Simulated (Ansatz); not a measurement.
# Cu: a failed or faulty run and its cure

System: Cu (Cmcm, 2 atoms in the cell).
Method of the first run: DFT, PBEsol, plane waves, PAW, no spin polarisation (Ansatz 0.2.0).

The structure derives from a Materials Project entry. Some settings of this run were made unusual or wrong on purpose. Text and figures count atoms from 1; the logs count them from 0 in places.

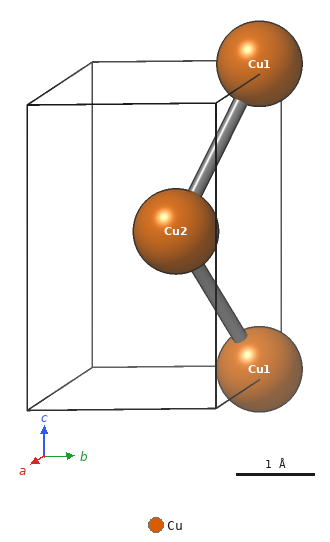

The input geometry (ball-and-stick view of the cell of the calculation, seen slightly off an axis; atoms are numbered from 1 in the order of the input). An atom can appear more than once, as a periodic image. Near neighbours in the periodic cell (some may lie outside the picture): Cu has 12 Cu at 2.45 to 2.72 Å.

## The input, the first run
```yaml
crystal:
  lattice:
    - [-1.4450917219, 1.4450917219, 1.3600072129]
    - [1.4450917219, -1.4450917219, 1.3600072129]
    - [2.8901834438, 2.8901834438, 0.0]
  atoms:
    - { symbol: Cu, position: [0.0856303339, -0.0856303339, 0.0] }
    - { symbol: Cu, position: [0.4143696661, 0.5856303339, 0.5] }
basis:
  ecutwfc: 420
  ecutrho_ratio: 2
kpoints:
  mp_grid: { grid: [26, 26, 14] }
hamiltonian:
  xc: pbesol
scf:
  occupations: { method: gaussian, width: 0.15 }
  max_iter: 100
output:
  forces: true
  eigenvalues: true
  stress: true
```

Launched with:
```bash
ansatz run input.yaml --threads 2 --pin off --max-ram 5120MiB --backend cpu --events-out ev --progress --plain --runs-dir out
```

Hardware: 2 threads of Intel Xeon @ 2.50GHz (Skylake/Cascade Lake), 189 GiB of memory available, shared host.

## Output, shortened to warnings, some set-up lines, iterations and results (the first run)
```
Warning: basis.ecutrho_ratio = 2 (ecutrho = 840 eV) is below the records' recommended 1680 eV
Basis set: ecut = 420 eV, 451 PW (Γ), exchange–correlation on 32×32×48 points (8 copies of the dense FFT grid, shifted against one another)
Symmetry: 8 space group operations
k-points: 1464 of 9464
Initial density: superposition of atomic densities (neutral atoms: chi_scale 0, normalization atom), corrected by the library's trained network
[...]
SCF iter   1: F=—  HF=-13177.498194 eV  |F-HF|=—  |Δ(HF+E_count)|=         —  Δρ=2.18e-2  dr2=5.55e-2  ethr=1.77e-3  ⟨swp⟩=4.9  Hψ=123217  notcnv=0
SCF iter   2: F=—  HF=-13177.486438 eV  |F-HF|=—  |Δ(HF+E_count)|=   1.18e-2  Δρ=5.33e-3  dr2=3.70e-3  ethr=1.46e-4  ⟨swp⟩=2.5  Hψ=61168  notcnv=0  defer=68
SCF iter   3: F=—  HF=-13177.485682 eV  |F-HF|=—  |Δ(HF+E_count)|=   7.55e-4  Δρ=1.43e-3  dr2=2.61e-4  ethr=9.73e-6  ⟨swp⟩=1.0  Hψ=33512  notcnv=0  defer=69
SCF iter   4: F=—  HF=-13177.485590 eV  |F-HF|=—  |Δ(HF+E_count)|=   9.26e-5  Δρ=7.51e-5  dr2=3.54e-7  ethr=6.87e-7  ⟨swp⟩=2.4  Hψ=47909  notcnv=0  defer=69
SCF iter   5: F=—  HF=-13177.485579 eV  |F-HF|=—  |Δ(HF+E_count)|=   1.04e-5  Δρ=8.41e-6  dr2=4.42e-9  ethr=9.32e-10  ⟨swp⟩=2.0  Hψ=59426  notcnv=0  defer=69
SCF iter   6: F=-13177.485579 eV  HF=-13177.485579 eV  |F-HF|=2.73e-11  |Δ(HF+E_count)|=   5.96e-9  Δρ=4.55e-7  dr2=3.82e-11  ethr=1.16e-11  ⟨swp⟩=2.4  Hψ=121321  notcnv=0
SCF 1 converged in 6 iterations: F = -13177.485579 eV  dr2 = 3.82e-11
SCF converged after 6 iterations
Free energy (F): -13177.485579 eV
Harris-Foulkes:  -13177.485579 eV  (|F-HF|=2.73e-11)
Internal energy: -13177.478990 eV  (E = F + TS)
E sigma→0 (E₀):  -13177.482285 eV
Entropy (-TS):   -0.006589 eV (-3.295 meV/atom)
Fermi energy:    17.423118 eV
--- Per-component energies (eV) ---
  E_band       = -694.448268
  E_kinetic    = 601.446195
  E_local      = -7973.403532  (includes V_loc(G=0)·N_el)
  E_nonlocal   = 782.461858
  E_hartree    = 3512.063376
  E_xc         = -178.785546
  E_vxc        = -231.757078  (∫ρ·V_xc dr)
  E_paw        = -3251.847988  (= ΣΔE_a)
  E_vpaw       = -897.302900  (= ΣTr[D̂ρ^β])
  E_aug_tail   = -0.019821  (compensation charges beyond the density's cutoff)
  E_ewald      = -6669.805936
  E_core_change = 0.412404  (= ΣΔE_core)
  E_smearing   = -0.006589  (= −TS)
  E_closure    = -0.000000  (closes the sum)
  Σ components = -13177.485579   (vs F -13177.485579, Δ=0.00e0)
--- Forces (eV/Å), atoms counted from 1 ---
  atom   1  Cu     0.22854240    -0.22854240     0.00000000
  atom   2  Cu    -0.22854240     0.22854240     0.00000000
  max |Σ_I F_I| component: 5.55e-17 eV/Å
--- Stress (GPa, compression-positive) ---
        6.287239      -2.417583       0.000000
       -2.417583       6.287239       0.000000
        0.000000       0.000000      -4.259939
  P = ⅓ Tr σ = 2.7715 GPa (27.715 kbar)
settings of this run that can trade accuracy for cost: basis.ecutrho_ratio < 4. Do not mix this run's numbers with those of runs without the same settings; the input reference describes each key
```

### What went wrong, and how is the input to be mended?

A setting was made wrong on purpose: a density cutoff under the waves' (`basis.ecutrho_ratio`). The density grid cannot represent the products of the waves. The run converged all the same; its numbers are those of the faulty input and shouldn't be used. The program warns: the cutoff is below the recommended one.

A run of the same system that converges differs from this input as follows (lines with − go, lines with + come):
```diff
-  ecutrho_ratio: 2
-  max_iter: 100
```

## Output, shortened to warnings, some set-up lines, iterations and results (the second run)
```
Basis set: ecut = 420 eV, 451 PW (Γ), exchange–correlation on 36×36×60 points (8 copies of the dense FFT grid, shifted against one another)
Symmetry: 8 space group operations
k-points: 1464 of 9464
Initial density: superposition of atomic densities (neutral atoms: chi_scale 0, normalization atom), corrected by the library's trained network
[...]
SCF iter   1: F=—  HF=-13177.464216 eV  |F-HF|=—  |Δ(HF+E_count)|=         —  Δρ=2.20e-2  dr2=5.65e-2  ethr=1.77e-3  ⟨swp⟩=4.9  Hψ=123226  notcnv=0
SCF iter   2: F=—  HF=-13177.452250 eV  |F-HF|=—  |Δ(HF+E_count)|=   1.20e-2  Δρ=5.37e-3  dr2=3.76e-3  ethr=1.49e-4  ⟨swp⟩=2.5  Hψ=61173  notcnv=0  defer=82
SCF iter   3: F=—  HF=-13177.451478 eV  |F-HF|=—  |Δ(HF+E_count)|=   7.72e-4  Δρ=1.44e-3  dr2=2.64e-4  ethr=9.88e-6  ⟨swp⟩=1.0  Hψ=33515  notcnv=0  defer=83
SCF iter   4: F=—  HF=-13177.451381 eV  |F-HF|=—  |Δ(HF+E_count)|=   9.65e-5  Δρ=7.66e-5  dr2=3.66e-7  ethr=6.95e-7  ⟨swp⟩=2.4  Hψ=47867  notcnv=0  defer=83
SCF iter   5: F=—  HF=-13177.451386 eV  |F-HF|=—  |Δ(HF+E_count)|=   4.96e-6  Δρ=8.58e-6  dr2=4.68e-9  ethr=9.64e-10  ⟨swp⟩=2.0  Hψ=58751  notcnv=0  defer=83
SCF iter   6: F=-13177.451386 eV  HF=-13177.451386 eV  |F-HF|=2.73e-11  |Δ(HF+E_count)|=   6.01e-9  Δρ=4.77e-7  dr2=4.07e-11  ethr=1.23e-11  ⟨swp⟩=2.4  Hψ=120980  notcnv=0
SCF 1 converged in 6 iterations: F = -13177.451386 eV  dr2 = 4.07e-11
SCF converged after 6 iterations
Free energy (F): -13177.451386 eV
Harris-Foulkes:  -13177.451386 eV  (|F-HF|=2.73e-11)
Internal energy: -13177.444797 eV  (E = F + TS)
E sigma→0 (E₀):  -13177.448092 eV
Entropy (-TS):   -0.006589 eV (-3.294 meV/atom)
Fermi energy:    17.423620 eV
--- Per-component energies (eV) ---
  E_band       = -694.436824
  E_kinetic    = 601.446625
  E_local      = -7973.364428  (includes V_loc(G=0)·N_el)
  E_nonlocal   = 782.453893
  E_hartree    = 3512.046526
  E_xc         = -178.786911
  E_vxc        = -231.758800  (∫ρ·V_xc dr)
  E_paw        = -3251.847465  (= ΣΔE_a)
  E_vpaw       = -897.307995  (= ΣTr[D̂ρ^β])
  E_aug_tail   = 0.000495  (compensation charges beyond the density's cutoff)
  E_ewald      = -6669.805936
  E_core_change = 0.412404  (= ΣΔE_core)
  E_smearing   = -0.006589  (= −TS)
  E_closure    = -0.000000  (closes the sum)
  Σ components = -13177.451386   (vs F -13177.451386, Δ=0.00e0)
--- Forces (eV/Å), atoms counted from 1 ---
  atom   1  Cu     0.22238027    -0.22238027     0.00000000
  atom   2  Cu    -0.22238027     0.22238027     0.00000000
  max |Σ_I F_I| component: 2.78e-17 eV/Å
--- Stress (GPa, compression-positive) ---
        4.706945      -2.609664       0.000000
       -2.609664       4.706945       0.000000
        0.000000      -0.000000      -5.770372
  P = ⅓ Tr σ = 1.2145 GPa (12.145 kbar)
```

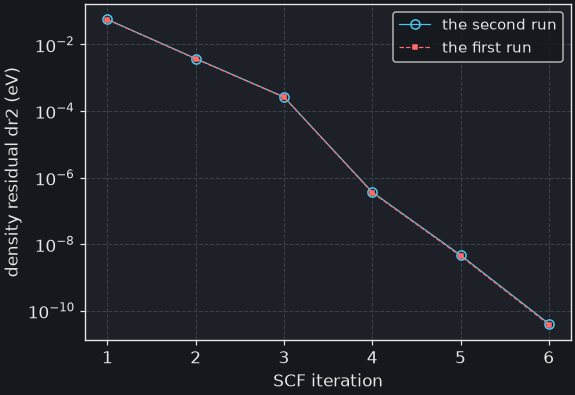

Convergence of the two runs: density residual dr2 against the SCF iteration. The second run takes 6 iterations in all, and the first run takes 6.

## The two runs side by side

| quantity | the first run | the second run |
| --- | --- | --- |
| outcome | converged | converged |
| free energy per atom (eV) | −6588.7428 | −6588.7257 |
| energy per atom, smearing taken to zero (eV) | −6588.7411 | −6588.7240 |
| gap on the mesh (eV) | 0.00 | 0.00 |
| pressure (GPa) | 2.77 | 1.21 |
| largest force (eV/Å) | 0.323 | 0.314 |
| SCF iterations | 6 | 6 |
| irreducible k-points | 1464 | 1464 |
| plane waves at Γ | 451 | 451 |
| wall time (shared host) | 55 s | 35 s |

The free energy of the second run is 17.1 meV per atom higher, which comes mainly from the change of cutoff or grids; a solver setting shouldn't move a converged energy. The pressure goes from 2.77 to 1.21 GPa. The number of SCF iterations is the same. On the same kind of shared host the second run took about 0.64 times as long.
